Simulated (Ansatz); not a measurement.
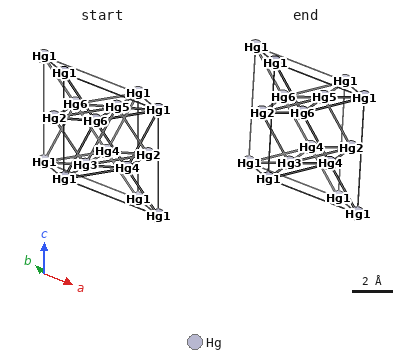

The structure of solid Hg (set up in C2/m) before (left) and after (right) a relaxation, at one scale.

The picture is a ball-and-stick view of the cell of the calculation, seen slightly off an axis.

Computed with Ansatz, DFT PBEsol, scalar-relativistic, plane waves, PAW.

Input file:
```yaml
crystal:
  lattice:
    - [5.2237571558, 0.0, 0.1386105097]
    - [0.0, 5.4916984002, 0.0]
    - [-2.2060769325, 0.0, 4.891357884]
  atoms:
    - { symbol: Hg, position: [0.0, 0.0, 0.0] }
    - { symbol: Hg, position: [0.0, 0.5, 0.5] }
    - { symbol: Hg, position: [0.3333016353, 0.5000002335, 0.166687481] }
    - { symbol: Hg, position: [0.6666983647, 1.0000002335, 0.333312519] }
    - { symbol: Hg, position: [0.6666983647, 0.4999997665, 0.833312519] }
    - { symbol: Hg, position: [0.3333016353, -2.335e-07, 0.666687481] }
basis:
  ecutwfc: 420
kpoints:
  mp_grid: { grid: [8, 8, 8] }
hamiltonian:
  xc: pbesol
scf:
  occupations: { method: gaussian, width: 0.1 }
output:
  forces: true
  stress: true
  eigenvalues: true
relax:
  adjacent_minimum: "off"
  f_tol: 0.005
  max_steps: 80
  cell: { stress_tol: 0.05 }
```

Command:
```bash
ansatz run input.yaml --threads 1 --pin off --max-ram 2560MiB --backend cpu --events-out ev --progress --plain --runs-dir out
```

Question: Summarise the run.

Answer: The run was cut off at its time limit before the program reported convergence, but its last step already meets the force threshold: the largest component is under 0.0001 eV/Å against 0.005 eV/Å. The pressure is within 0.04 GPa of its target. The energy falls by 13.3 meV per atom in 9 accepted moves (11 points after the start). Largest force component: 0.0012 eV/Å at the start, under 0.0001 eV/Å at the end. The pressure goes from 0.04 to 0.04 GPa. The line search rejected the trial step at point 6 of the run. The SCF was repeated once at an unchanged geometry on a basis and grid sized afresh for the cell, which shifted the energy by 0.6 meV per atom at most. The atoms keep their places relative to the cell (all moves are under 0.005 Å). The drawn cell changes as follows: a 5.226 → 4.958 Å (−5.1 %), b 5.492 → 5.225 Å (−4.9 %), c 5.366 → 5.910 Å (+10.1 %), β 112.8° → 109.2°; the volume changes by +1.8 %. Among the contacts that change: Hg1–Hg4 3.318 → 3.737 Å, Hg1–Hg3 3.189 → 3.075 Å, Hg1–Hg4 (another image) 2.940 → 2.959 Å. The space group stays C2/m (No. 12).
